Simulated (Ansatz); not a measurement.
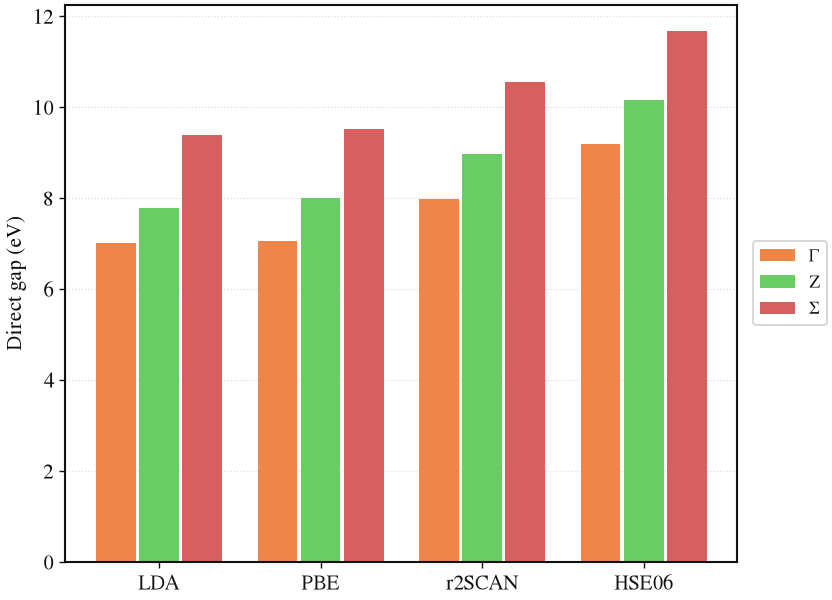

Direct gap at each named k point, by several methods on one cell of SiO₂, space group I4_1/amd, 6 atoms in the primitive cell, relaxed with r2SCAN; a = 3.490 Å, c = 8.406 Å (tetragonal axes). All runs are without spin-orbit coupling and carry no moments. In reduced coordinates of the cell that was run, Z is (0.5, 0.5, −0.5) and Σ is (−0.293, 0.293, 0.293). The cell is at 9 GPa in PBE. The smallest gap is indirect or lies off these points.

| method | program | Γ (eV) | Z (eV) | Σ (eV) |
| --- | --- | --- | --- | --- |
| LDA | Ansatz | 7.00 | 7.78 | 9.37 |
| PBE | Ansatz | 7.04 | 7.99 | 9.51 |
| r2SCAN | Ansatz | 7.98 | 8.97 | 10.55 |
| HSE06 | Ansatz | 9.18 | 10.14 | 11.66 |

### What does PBE0 give? It was run as: PBE0, Ansatz PAW set, 6×6×6 k mesh, 420 eV cutoff, fixed occupations (Ansatz 0.2.0).

PBE0 keeps the long-range exact exchange that HSE06 screens off, so it lies above HSE06, here by 0.77 eV at Γ. PBE0 gives 9.95 eV at Γ, 10.92 eV at Z and 12.45 eV at Σ, which is +2.91 eV from PBE at Γ.

### Does PBE0 open these direct gaps by one amount over PBE?

The shifts are +2.91 eV at Γ, +2.93 eV at Z and +2.94 eV at Σ, and at points that aren't plotted +2.88 eV (X), +2.91 eV (N), +2.91 eV (P) and +2.90 eV (Y): over the named points that both runs hold, a spread of 0.06 eV on a mean of 2.91 eV, so one shift describes them well.

### How do the methods rank at Γ?

From low to high: LDA 7.00, PBE 7.04, r2SCAN 7.98, HSE06 9.18, PBE0 9.95 eV.

Settings. LDA: Ansatz PAW set, 10×10×10 k mesh, 420 eV cutoff, fixed occupations (Ansatz). PBE: Ansatz PAW set, 10×10×10 k mesh, 420 eV cutoff, Fermi-Dirac smearing of 0.02 eV (Ansatz 0.2.0). r2SCAN: Ansatz PAW set, 10×10×10 k mesh, 500 eV cutoff, fixed occupations (Ansatz 0.2.0). HSE06: Ansatz PAW set, 6×6×6 k mesh, 420 eV cutoff, fixed occupations (Ansatz).

These are five of the 7 methods that were run on this cell. The usual form of SiO2 is α-quartz. LDA, r2SCAN, HSE06 and PBE0: the PAW data sets were made with another functional. LDA, GGA and most meta-GGA functionals understate gaps. HSE06 and PBE0: the k mesh is coarse, so the values aren't converged, least of all with exact exchange. Over all k points computed the smallest gap is 6.24 eV in LDA, 6.31 eV in PBE, 7.20 eV in r2SCAN, 8.37 eV in HSE06 and 9.14 eV in PBE0, from the valence top at a point off the named ones to the conduction bottom at Γ. In reduced coordinates of the cell that was run, X is (0, 0, 0.5), N is (0, 0.5, 0), P is (0.25, 0.25, 0.25) and Y is (−0.086, 0.086, 0.5).
